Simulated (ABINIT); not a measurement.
# WS2: optical-spectrum calculation (part 2 of 2)

WS2 (P-6m2, 3 atoms in the cell); Kohn-Sham DFT of a periodic cell, LDA, PseudoDojo NC SR LDA v0.4.1 standard, no spin polarisation (ABINIT 10.8.3); cutoff 816.34 eV, 12×12×2 k-mesh, fixed occupations. The structure derives from a Materials Project entry.

Geometry of the input (Å; fractional positions):
```
3.1835  0.0000  0.0000
-1.5918  2.7570  0.0000
0.0000  0.0000  16.9506
W  0.0000  0.0000  0.0000
S  0.3333  0.6667  0.0920
S  0.3333  0.6667  0.9080
```

**What the program printed, continued**
```
--- !ResultsGS
iteration_state: {dtset: 1, }
comment   : Summary of ground state results
lattice_vectors:
- [  6.0159740,   0.0000000,   0.0000000, ]
- [ -3.0079870,   5.2099863,   0.0000000, ]
- [  0.0000000,   0.0000000,  32.0319499, ]
lattice_lengths: [   6.01597,    6.01597,   32.03195, ]
lattice_angles: [ 90.000,  90.000, 120.000, ] # degrees, (23, 13, 12)
lattice_volume:   1.0039820E+03
convergence: {deltae: -2.501E-12, res2:  1.741E-13, residm:  2.332E-15, diffor: null, }
etotal    :  -9.81377718E+01
entropy   :   0.00000000E+00
fermie    :  -2.74386150E-02
cartesian_stress_tensor: # hartree/bohr^3
- [  8.77287540E-05,  -1.49554814E-14,   0.00000000E+00, ]
- [ -1.49554814E-14,   8.77287540E-05,   0.00000000E+00, ]
- [  0.00000000E+00,   0.00000000E+00,   5.11613255E-05, ]
pressure_GPa:  -2.2225E+00
xred      :
- [  0.0000E+00,   0.0000E+00,   0.0000E+00,  W]
- [  3.3333E-01,   6.6667E-01,   9.2001E-02,  S]
- [  3.3333E-01,   6.6667E-01,   9.0800E-01,  S]
cartesian_forces: # hartree/bohr
- [ -1.11895647E-28,  -2.79946255E-28,  -0.00000000E+00, ]
- [  6.71373882E-29,   2.36877600E-28,  -8.38934099E-03, ]
- [  4.47582588E-29,   4.30686546E-29,   8.38934099E-03, ]
force_length_stats: {min:   3.01480582E-28, max:   8.38934099E-03, mean:   5.59289399E-03, }
...

 Integrated electronic density in atomic spheres:
 ------------------------------------------------
 Atom  Sphere_radius  Integrated_density
    1        2.00000         10.13869319
    2        2.00000          3.95830190
    3        2.00000          3.95830190
================================================================================

 ----iterations are completed or convergence reached----

 Mean square residual over all n,k,spin=   12.931E-18; max=  23.316E-16
 reduced coordinates (array xred) for    3 atoms
       0.000000000000      0.000000000000      0.000000000000
       0.333333333333      0.666666666667      0.092000510000
       0.333333333333      0.666666666667      0.907999490000
 rms dE/dt=  1.2668E-01; max dE/dt=  2.6873E-01; dE/dt below (all hartree)
    1       0.000000000000      0.000000000000      0.000000000000
    2       0.000000000000     -0.000000000000      0.268726950253
    3       0.000000000000     -0.000000000000     -0.268726950253

 cartesian coordinates (angstrom) at end:
    1      0.00000000000000     0.00000000000000     0.00000000000000
    2      0.00000000003333     1.83800402461959     1.55946181067472
    3      0.00000000003333     1.83800402461959    15.39111607932528

 cartesian forces (hartree/bohr) at end:
    1     -0.00000000000000    -0.00000000000000    -0.00000000000000
    2      0.00000000000000     0.00000000000000    -0.00838934099214
    3      0.00000000000000     0.00000000000000     0.00838934099214
 frms,max,avg= 3.9547733E-03 8.3893410E-03   0.000E+00  0.000E+00  0.000E+00 h/b

 cartesian forces (eV/Angstrom) at end:
    1     -0.00000000000000    -0.00000000000000    -0.00000000000000
    2      0.00000000000000     0.00000000000000    -0.43139725887213
    3      0.00000000000000     0.00000000000000     0.43139725887213
 frms,max,avg= 2.0336262E-01 4.3139726E-01   0.000E+00  0.000E+00  0.000E+00 e/A
 length scales=  6.015974028676  6.015974028487 32.031949887968 bohr
              =  3.183516355200  3.183516355100 16.950577890000 angstroms
 Fermi (or HOMO) energy (hartree) =  -0.02744   Average Vxc (hartree)=  -0.17356
 Eigenvalues (hartree) for nkpt=  19  k points:
 kpt#   1, nband= 13, wtk=  0.00694, kpt=  0.0000  0.0000  0.2500 (reduced coord)
  -2.74609   -1.43173   -1.42583   -1.42583   -0.56749   -0.50550   -0.25940   -0.13322
  -0.13322   -0.10240   -0.08736   -0.08736   -0.02744
 prteigrs : prtvol=0 or 1, do not print more k-points.

--- !EnergyTerms
iteration_state     : {dtset: 1, }
comment             : Components of total free energy in Hartree
kinetic             :  2.80938723743949E+01
hartree             :  2.16352213242892E+02
xc                  : -2.28203530898140E+01
Ewald energy        :  1.40856069215989E+02
psp_core            :  7.39848335978454E-01
local_psp           : -4.77123553086687E+02
non_local_psp       :  1.57641312074414E+01
total_energy        : -9.81377717998051E+01
total_energy_eV     : -2.67046481376444E+03
band_energy         : -1.80991097363290E+01
...

 Cartesian components of stress tensor (hartree/bohr^3)
  sigma(1 1)=  8.77287540E-05  sigma(3 2)=  0.00000000E+00
  sigma(2 2)=  8.77287540E-05  sigma(3 1)=  0.00000000E+00
  sigma(3 3)=  5.11613255E-05  sigma(2 1)= -1.49554814E-14

-Cartesian components of stress tensor (GPa)         [Pressure= -2.2225E+00 GPa]
- sigma(1 1)=  2.58106905E+00  sigma(3 2)=  0.00000000E+00
- sigma(2 2)=  2.58106905E+00  sigma(3 1)=  0.00000000E+00
- sigma(3 3)=  1.50521817E+00  sigma(2 1)= -4.40005454E-10

================================================================================
== DATASET  2 ==================================================================

--- !DatasetInfo
iteration_state: {dtset: 2, }
dimensions: {natom: 3, nkpt: 19, mband: 25, nsppol: 1, nspinor: 1, nspden: 1, mpw: 7921, }
cutoff_energies: {ecut:  30.0, pawecutdg:  -1.0, }
electrons: {nelect:   2.60000000E+01, charge:   0.00000000E+00, occopt:   1.00000000E+00, tsmear:   1.00000000E-02, }
meta: {optdriver: 0, ionmov: 0, optcell: 0, iscf: -2, paral_kgb: 0, }
...

 mkfilename : getden/=0, take file _DEN from output of DATASET   1.

 Exchange-correlation functional for the present dataset will be:
  LDA: Perdew-Wang 92 LSD fit to Ceperley-Alder data - ixc=7
  J.P.Perdew and Y.Wang, PRB 45, 13244 (1992)

 Real(R)+Recip(G) space primitive vectors, cartesian coordinates (Bohr,Bohr^-1):
 R(1)=  6.0159740  0.0000000  0.0000000  G(1)=  0.1662241  0.0959695  0.0000000
 R(2)= -3.0079870  5.2099863  0.0000000  G(2)=  0.0000000  0.1919391  0.0000000
 R(3)=  0.0000000  0.0000000 32.0319499  G(3)=  0.0000000  0.0000000  0.0312188
 Unit cell volume ucvol=  1.0039820E+03 bohr^3
 Angles (23,13,12)=  9.00000000E+01  9.00000000E+01  1.20000000E+02 degrees

 getcut: wavevector=  0.0000  0.0000  0.0000  ngfft=  30  30 160
         ecut(hartree)=     30.000   => boxcut(ratio)=   2.02400
--------------------------------------------------------------------------------

================================================================================
 Non-SCF case, kpt    1 (  0.00000  0.00000  0.25000), residuals and eigenvalues=
  9.45E-13  6.80E-13  6.89E-13  8.20E-13  3.12E-13  7.93E-13  9.51E-13  4.81E-13
  3.60E-13  7.52E-13  2.19E-13  4.88E-13  5.40E-13  8.02E-13  8.54E-13  5.12E-13
  3.24E-13  7.57E-13  8.26E-13  5.25E-13  4.75E-13  7.39E-11  4.39E-10  1.32E-06
  1.42E-08
 -2.7461E+00 -1.4317E+00 -1.4258E+00 -1.4258E+00 -5.6749E-01 -5.0550E-01
 -2.5940E-01 -1.3322E-01 -1.3322E-01 -1.0240E-01 -8.7358E-02 -8.7358E-02
 -2.7439E-02  7.8919E-02  7.8919E-02  8.6249E-02  8.6249E-02  1.5653E-01
  1.7772E-01  1.8709E-01  2.2618E-01  2.7748E-01  2.8728E-01  3.4200E-01
  3.5656E-01
 prteigrs : prtvol=0 or 1, do not print more k-points.

--- !ResultsGS
iteration_state: {dtset: 2, }
comment   : Summary of ground state results
lattice_vectors:
- [  6.0159740,   0.0000000,   0.0000000, ]
- [ -3.0079870,   5.2099863,   0.0000000, ]
- [  0.0000000,   0.0000000,  32.0319499, ]
lattice_lengths: [   6.01597,    6.01597,   32.03195, ]
lattice_angles: [ 90.000,  90.000, 120.000, ] # degrees, (23, 13, 12)
lattice_volume:   1.0039820E+03
convergence: {deltae:  0.000E+00, res2:  0.000E+00, residm:  9.964E-13, diffor:  0.000E+00, }
etotal    :  -9.81377718E+01
entropy   :   0.00000000E+00
fermie    :  -2.74386150E-02
cartesian_stress_tensor: null
pressure_GPa: null
xred      :
- [  0.0000E+00,   0.0000E+00,   0.0000E+00,  W]
- [  3.3333E-01,   6.6667E-01,   9.2001E-02,  S]
- [  3.3333E-01,   6.6667E-01,   9.0800E-01,  S]
cartesian_forces: null
force_length_stats: {min: null, max: null, mean: null, }
...

 Integrated electronic density in atomic spheres:
 ------------------------------------------------
 Atom  Sphere_radius  Integrated_density
    1        2.00000         10.13869319
    2        2.00000          3.95830190
    3        2.00000          3.95830190
================================================================================

 ----iterations are completed or convergence reached----

 Mean square residual over all n,k,spin=   58.587E-14; max=  99.643E-14
 reduced coordinates (array xred) for    3 atoms
       0.000000000000      0.000000000000      0.000000000000
       0.333333333333      0.666666666667      0.092000510000
       0.333333333333      0.666666666667      0.907999490000

 cartesian coordinates (angstrom) at end:
    1      0.00000000000000     0.00000000000000     0.00000000000000
    2      0.00000000003333     1.83800402461959     1.55946181067472
    3      0.00000000003333     1.83800402461959    15.39111607932528
 length scales=  6.015974028676  6.015974028487 32.031949887968 bohr
              =  3.183516355200  3.183516355100 16.950577890000 angstroms
 Eigenvalues (hartree) for nkpt=  19  k points:
 kpt#   1, nband= 25, wtk=  0.00694, kpt=  0.0000  0.0000  0.2500 (reduced coord)
  -2.74609   -1.43173   -1.42583   -1.42583   -0.56749   -0.50550   -0.25940   -0.13322
  -0.13322   -0.10240   -0.08736   -0.08736   -0.02744    0.07892    0.07892    0.08625
   0.08625    0.15653    0.17772    0.18709    0.22618    0.27748    0.28728    0.34200
   0.35656
 prteigrs : prtvol=0 or 1, do not print more k-points.

================================================================================
== DATASET  3 ==================================================================

--- !DatasetInfo
iteration_state: {dtset: 3, }
dimensions: {natom: 3, nkpt: 19, mband: 21, nsppol: 1, nspinor: 1, nspden: 1, mpw: 7921, }
cutoff_energies: {ecut:  30.0, pawecutdg:  -1.0, }
electrons: {nelect:   2.60000000E+01, charge:   0.00000000E+00, occopt:   1.00000000E+00, tsmear:   1.00000000E-02, }
meta: {optdriver: 8, wfk_task: 7, }
...

 mkfilename : getwfk/=0, take file _WFK from output of DATASET   2.

 Exchange-correlation functional for the present dataset will be:
  LDA: Perdew-Wang 92 LSD fit to Ceperley-Alder data - ixc=7
  J.P.Perdew and Y.Wang, PRB 45, 13244 (1992)

--------------------------------------------------------------------------------

 Computation of velocity matrix elements (DDK)

 Parameters extracted from the Abinit header:
    ecut:     30.0
    nkpt:    288
    mband:   25
    nsppol:  1
    nspinor: 1
    useylm:  0
    inclvkb: 2
    bmin: 1, bmax: 25
    Computing diagonal and off-diagonal matrix elements
    Between band index bmin: 1, bmax: 25

== END DATASET(S) ==============================================================
================================================================================

 -outvars: echo values of variables after computation  --------
            acell      6.0159740287E+00  6.0159740285E+00  3.2031949888E+01 Bohr
           etotal1    -9.8137771800E+01
           etotal3     0.0000000000E+00
            fcart1    -1.1189564692E-28 -2.7994625477E-28 -0.0000000000E+00
                       6.7137388152E-29  2.3687760019E-28 -8.3893409921E-03
                       4.4758258768E-29  4.3068654580E-29  8.3893409921E-03
            fcart3     0.0000000000E+00  0.0000000000E+00  0.0000000000E+00
                       0.0000000000E+00  0.0000000000E+00  0.0000000000E+00
                       0.0000000000E+00  0.0000000000E+00  0.0000000000E+00
            rprim      1.0000000000E+00  0.0000000000E+00  0.0000000000E+00
                      -5.0000000000E-01  8.6602540380E-01  0.0000000000E+00
                       0.0000000000E+00  0.0000000000E+00  1.0000000000E+00
           strten1     8.7728753989E-05  8.7728754012E-05  5.1161325547E-05
                       0.0000000000E+00  0.0000000000E+00 -1.4955481407E-14
           strten3     0.0000000000E+00  0.0000000000E+00  0.0000000000E+00
                       0.0000000000E+00  0.0000000000E+00  0.0000000000E+00
           xangst      0.0000000000E+00  0.0000000000E+00  0.0000000000E+00
                       3.3333392411E-11  1.8380040246E+00  1.5594618107E+00
                       3.3333392411E-11  1.8380040246E+00  1.5391116079E+01
             xred      0.0000000000E+00  0.0000000000E+00  0.0000000000E+00
                       3.3333333333E-01  6.6666666667E-01  9.2000510000E-02
                       3.3333333333E-01  6.6666666667E-01  9.0799949000E-01
 Calculation completed.
```

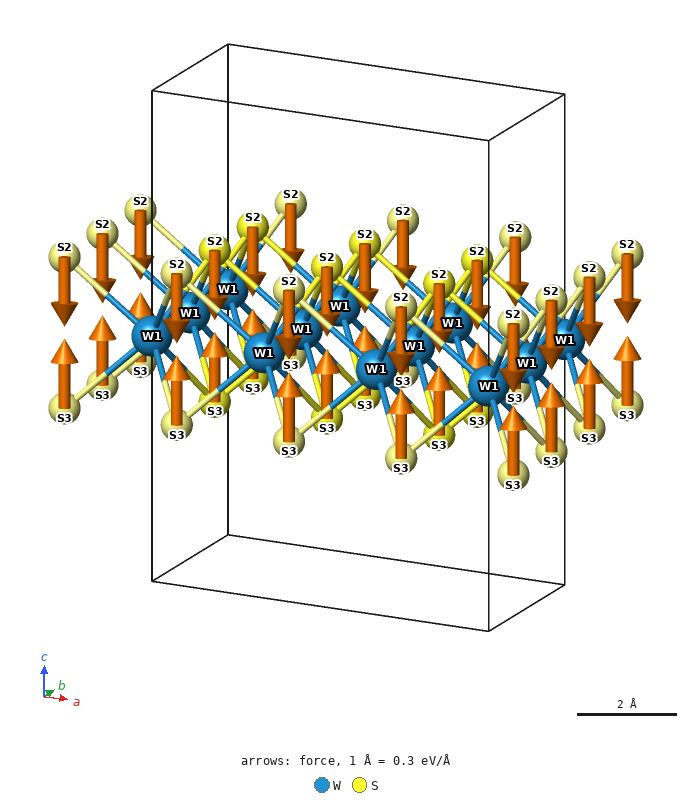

Figure 1. Forces on the atoms as orange arrows (ball-and-stick view of the 3 × 2 repeat of the cell, with the vacuum cut short, seen slightly off an axis; neighbours outside the cell are drawn fainter; atoms are numbered from 1 in the order of the input). The largest act on S2, S3 (0.43 eV/Å). The geometry is not a stationary point of this energy.

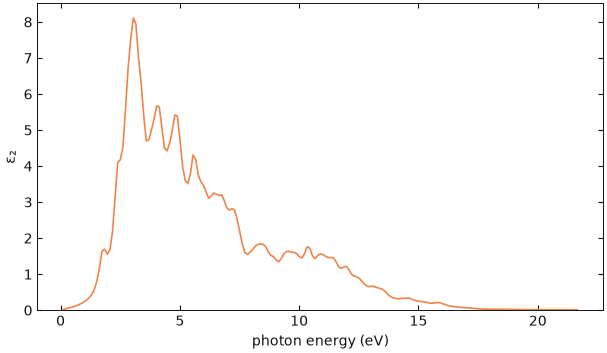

Figure 2. Imaginary part of the dielectric function (first component that the program prints). The highest peak, 8.1, lies at 3.05 eV.
